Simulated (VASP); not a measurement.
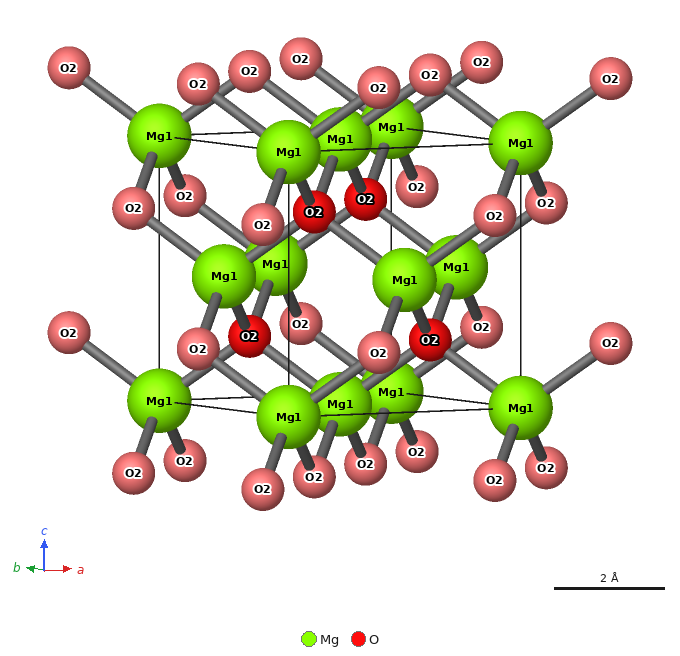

Fig. 1: The structure as given in the input (ball-and-stick view of the cell 4 times as large as that of the calculation, set on its symmetry axes, seen at an oblique angle; neighbours outside the cell are drawn fainter; atoms are numbered from 1 in the order of the input).

**Band-structure calculation, with input and output: MgO**

- system: MgO (F-43m, 2 atoms in the cell)
- method: DFT, PBE, plane waves, PAW (VASP 6.6.1)

The structure was built on a prototype by a generator. The geometry comes from this level: r2SCAN (a point of a series of strains). It belongs to a series of runs on one base structure; here: hydrostatic strain +6.0%.

OSZICAR:
```
N       E                     dE             d eps       ncg     rms          rms(c)
DAV:   1     0.196388517337E+02    0.19639E+02   -0.42091E+03  1090   0.617E+02
DAV:   2    -0.125880478164E+02   -0.32227E+02   -0.31189E+02  1189   0.133E+02
DAV:   3    -0.136783142629E+02   -0.10903E+01   -0.10894E+01  1272   0.240E+01
DAV:   4    -0.136819865330E+02   -0.36723E-02   -0.36722E-02  1148   0.161E+00
DAV:   5    -0.136820034968E+02   -0.16964E-04   -0.16964E-04  1234   0.106E-01    0.819E+00
DAV:   6    -0.116040708395E+02    0.20779E+01   -0.15303E+01  1154   0.192E+01    0.326E+00
DAV:   7    -0.115422715243E+02    0.61799E-01   -0.30276E-01  1085   0.343E+00    0.155E+00
DAV:   8    -0.115346948539E+02    0.75767E-02   -0.69618E-02  1106   0.273E+00    0.407E-01
DAV:   9    -0.115332180249E+02    0.14768E-02   -0.20514E-03  1162   0.354E-01    0.158E-01
DAV:  10    -0.115335587083E+02   -0.34068E-03   -0.72591E-04  1142   0.174E-01    0.176E-02
DAV:  11    -0.115335586299E+02    0.78404E-07   -0.40380E-05  1211   0.337E-02    0.113E-02
DAV:  12    -0.115335601425E+02   -0.15126E-05   -0.51501E-06  1127   0.150E-02    0.162E-03
DAV:  13    -0.115335600914E+02    0.51156E-07   -0.38732E-07  1196   0.290E-03
   1 F= -.11533560E+02 E0= -.11533560E+02  d E =-.129540E-11
       N       E                     dE             ncg
DAV:   1     0.372061693887E+03   -0.16147E+04      148
DAV:   2     0.223437945982E+03   -0.14862E+03      158
DAV:   3     0.218876139079E+03   -0.45618E+01      170
DAV:   4     0.218863437617E+03   -0.12701E-01      150
DAV:   5     0.218863375832E+03   -0.61785E-04      155
DAV:   6     0.218863375388E+03   -0.44410E-06      156
DAV:   7     0.218863375384E+03   -0.37498E-08      115
```

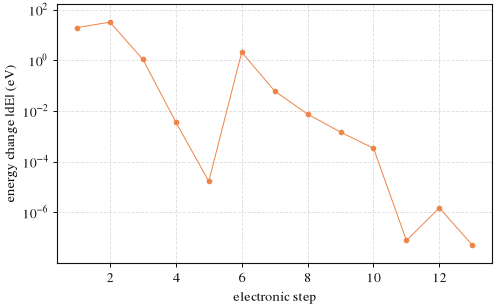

Fig. 2: Convergence of the self-consistent field: energy change |dE| against the electronic step. It takes 13 electronic steps. The density is held fixed in the first few steps, and dE rises again when its update begins.

Parts of OUTCAR:
```
k-points           NKPTS =     47   k-points in BZ     NKDIM =     47   number of bands    NBANDS=     11

   NELECT =       8.0000    total number of electrons

   dimension x,y,z NGX =    28 NGY =   28 NGZ =   28
   dimension x,y,z NGXF=    56 NGYF=   56 NGZF=   56

  energy-cutoff  :      520.00
  volume of cell :       28.29
      direct lattice vectors                 reciprocal lattice vectors
     0.000000000  2.418469601  2.418469601    -0.206742313  0.206742313  0.206742313
     2.418469601  0.000000000  2.418469601     0.206742313 -0.206742313  0.206742313
     2.418469601  2.418469601  0.000000000     0.206742313  0.206742313 -0.206742313

 k-points in reciprocal lattice and weights: KPOINTS created by Atomic Simulation Env
   0.00000000  0.00000000  0.00000000       0.001
   0.10000000  0.00000000  0.00000000       0.008
   0.20000000  0.00000000  0.00000000       0.008
   0.30000000  0.00000000  0.00000000       0.008
   0.40000000  0.00000000  0.00000000       0.008
   0.50000000  0.00000000  0.00000000       0.004
   0.10000000  0.10000000  0.00000000       0.006
   0.20000000  0.10000000  0.00000000       0.024
   0.30000000  0.10000000  0.00000000       0.024
   0.40000000  0.10000000  0.00000000       0.024
   0.50000000  0.10000000  0.00000000       0.024
  -0.40000000  0.10000000  0.00000000       0.024
  -0.30000000  0.10000000  0.00000000       0.024
  -0.20000000  0.10000000  0.00000000       0.024
  -0.10000000  0.10000000  0.00000000       0.012
   0.20000000  0.20000000  0.00000000       0.006
   0.30000000  0.20000000  0.00000000       0.024
   0.40000000  0.20000000  0.00000000       0.024
   0.50000000  0.20000000  0.00000000       0.024
  -0.40000000  0.20000000  0.00000000       0.024
  -0.30000000  0.20000000  0.00000000       0.024
  -0.20000000  0.20000000  0.00000000       0.012
   0.30000000  0.30000000  0.00000000       0.006
   0.40000000  0.30000000  0.00000000       0.024
   0.50000000  0.30000000  0.00000000       0.024
  -0.40000000  0.30000000  0.00000000       0.024
  -0.30000000  0.30000000  0.00000000       0.012
   0.40000000  0.40000000  0.00000000       0.006
   0.50000000  0.40000000  0.00000000       0.024
  -0.40000000  0.40000000  0.00000000       0.012
   0.50000000  0.50000000  0.00000000       0.003
   0.30000000  0.20000000  0.10000000       0.024
   0.40000000  0.20000000  0.10000000       0.048
   0.50000000  0.20000000  0.10000000       0.048
  -0.40000000  0.20000000  0.10000000       0.024
   0.40000000  0.30000000  0.10000000       0.024
   0.50000000  0.30000000  0.10000000       0.048
  -0.40000000  0.30000000  0.10000000       0.048
  -0.30000000  0.30000000  0.10000000       0.048
  -0.20000000  0.30000000  0.10000000       0.024
   0.50000000  0.40000000  0.10000000       0.024
  -0.40000000  0.40000000  0.10000000       0.048
  -0.30000000  0.40000000  0.10000000       0.024
  -0.40000000  0.50000000  0.10000000       0.012
  -0.40000000  0.40000000  0.20000000       0.024
  -0.30000000  0.40000000  0.20000000       0.024
  -0.30000000  0.50000000  0.20000000       0.012

 E-fermi :   0.4435

 k-point     1 :       0.0000    0.0000    0.0000
  band No.  band energies     occupation
      1     -15.4796      2.00000
      2      -0.0280      2.00000
      3      -0.0280      2.00000
      4      -0.0280      2.00000
      5       2.7055      0.00000
      6      14.9376      0.00000
      7      14.9376      0.00000
      8      14.9376      0.00000
      9      18.5020      0.00000
     10      18.5020      0.00000
     11      18.5026      0.00000

 k-point     2 :       0.1000    0.0000    0.0000
  band No.  band energies     occupation
      1     -15.4386      2.00000
      2      -0.4676      2.00000
      3      -0.0454      2.00000
      4      -0.0454      2.00000
      5       3.2395      0.00000
      6      14.1281      0.00000
      7      14.9397      0.00000
      8      14.9397      0.00000
      9      17.3270      0.00000
     10      17.3270      0.00000
     11      17.9994      0.00000

 k-point     3 :       0.2000    0.0000    0.0000
  band No.  band energies     occupation
      1     -15.3293      2.00000
      2      -1.2665      2.00000
      3      -0.0901      2.00000
      4      -0.0901      2.00000
      5       4.3184      0.00000
      6      12.5099      0.00000
      7      14.6053      0.00000
      8      14.6053      0.00000
      9      17.0668      0.00000
     10      17.0668      0.00000
     11      17.4471      0.00000

 k-point     4 :       0.3000    0.0000    0.0000
  band No.  band energies     occupation
      1     -15.1894      2.00000
      2      -1.9847      2.00000
      3      -0.1439      2.00000
      4      -0.1439      2.00000
      5       5.5051      0.00000
      6      10.8523      0.00000
      7      13.9579      0.00000
      8      13.9579      0.00000
      9      17.2375      0.00000
     10      17.7752      0.00000
     11      17.7752      0.00000

 k-point     5 :       0.4000    0.0000    0.0000
  band No.  band energies     occupation
      1     -15.0723      2.00000
      2      -2.4660      2.00000
      3      -0.1864      2.00000
      4      -0.1864      2.00000
      5       6.6728      0.00000
      6       9.3807      0.00000
      7      13.4694      0.00000
      8      13.4694      0.00000
      9      17.3357      0.00000
     10      18.7632      0.00000
     11      18.7632      0.00000

 [... the levels of 41 k-points are left out ...]

 k-point    47 :      -0.3000    0.5000    0.2000
  band No.  band energies     occupation
      1     -14.8883      2.00000
      2      -1.7196      2.00000
      3      -1.2608      2.00000
      4      -0.9136      2.00000
      5       6.9372      0.00000
      6      10.5435      0.00000
      7      11.5740      0.00000
      8      12.3448      0.00000
      9      17.0566      0.00000
     10      19.6471      0.00000
     11      21.4559      0.00000

  Total       -2.2216821     -2.2216821     -2.2216821      0.0000000      0.0000000      0.0000000
  in kB     -125.8173698   -125.8173698   -125.8173698      0.0000000      0.0000000      0.0000000
  external PRESSURE =    -125.8173698 kB  Pullay stress =       0.0000000 kB

 POSITION                                       TOTAL-FORCE (eV/Angst)
 -----------------------------------------------------------------------------------
      0.00000      0.00000      0.00000         0.000000     -0.000000      0.000000
      1.20923      1.20923      1.20923        -0.000000      0.000000     -0.000000
 -----------------------------------------------------------------------------------
    total drift:                                0.000000      0.000000      0.000000

  FREE ENERGIE OF THE ION-ELECTRON SYSTEM (eV)
  ---------------------------------------------------
  free  energy   TOTEN  =       -11.5335600914 eV

  energy  without entropy=      -11.5335600914  energy(sigma->0) =      -11.53356009
```

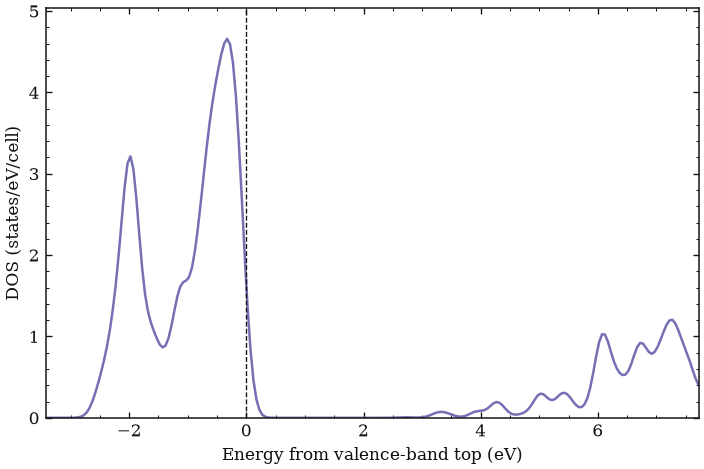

Fig. 3: Density of states (the curve is built from the levels of the k mesh with Gaussians 0.3 eV wide, which also blur the band edges), with energies from the valence-band top. There is a gap of 2.73 eV on the k-point mesh. Small ripples come from the finite k-point mesh.

The run was set up as follows.

INCAR:
```
ENCUT = 520.000000
SIGMA = 0.020000
EDIFF = 1.00e-07
GGA = PE
PREC = Accurate
IBRION = -1
ISIF = 2
ISMEAR = -1
NBANDS = 11
NELM = 120
NSW = 0
LASPH = .TRUE.
LCHARG = .TRUE.
LELF = .TRUE.
LWAVE = .FALSE.
LREAL = .FALSE.
```

KPOINTS:
```
KPOINTS created by Atomic Simulation Environment
0
Gamma
10 10 10
0 0 0
```

KPOINTS_OPT:
```
special points
6
Reciprocal
0.0000000000 0.0000000000 0.0000000000 1
-0.5000000000 -0.5000000000 0.0000000000 1
-0.3750000000 -0.3750000000 0.2500000000 1
-0.3750000000 0.0000000000 0.3750000000 1
0.0000000000 0.0000000000 0.5000000000 1
-0.5000000000 -0.2500000000 0.2500000000 1
```

POSCAR:
```
Mg O
 1.0000000000000000
     0.0000000000000000    2.4184696010000000    2.4184696010000000
     2.4184696010000000    0.0000000000000000    2.4184696010000000
     2.4184696010000000    2.4184696010000000    0.0000000000000000
 Mg  O
   1   1
Cartesian
  0.0000000000000000  0.0000000000000000  0.0000000000000000
  1.2092348005000000  1.2092348005000000  1.2092348005000000
```

Launched with:
```bash
mpirun -np 1 vasp_std
```

Summary:

```csv
quantity,value
outcome,converged
space group (tolerance 0.01 Å),F-43m (216)
electrons treated,8
free energy,−11.5336 eV
Fermi energy,0.444 eV
band gap,2.73 eV
pressure,−12.58 GPa
largest force (length of the vector),under 0.001 eV/Å
hardware,"1 CPU thread, shared host"
wall time,7.9 s
peak memory,0.17 GiB
```

The cell is under a tension of 12.6 GPa at this level, so it is not at its equilibrium volume.
